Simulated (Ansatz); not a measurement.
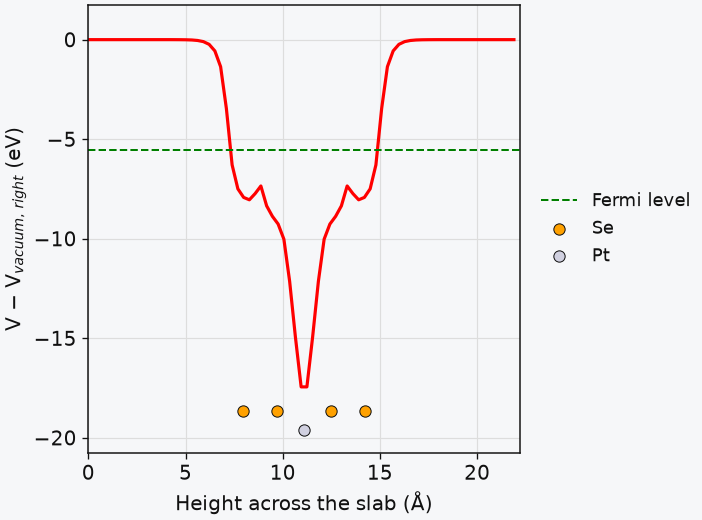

Plane-averaged electrostatic potential energy of an electron across the slab; circles at the bottom mark the heights of the atoms. System: a (001) slab cut from PtSe₂ (P-3m1), of composition PtSe₄ (not the bulk's), ended by Se planes, 5 atoms in the cell. Method: DFT PBEsol, spin-orbit coupling, plane waves, PAW, 9×9×1 k mesh, 420 eV cutoff, Gaussian smearing of 0.1 eV (Ansatz).

The work function is 5.55 eV, the same on both faces. The two vacuum levels agree, so the slab has no net dipole along its normal. The outermost atoms are 6.3 Å apart, which leaves 15.9 Å of vacuum in a cell 22.2 Å high.
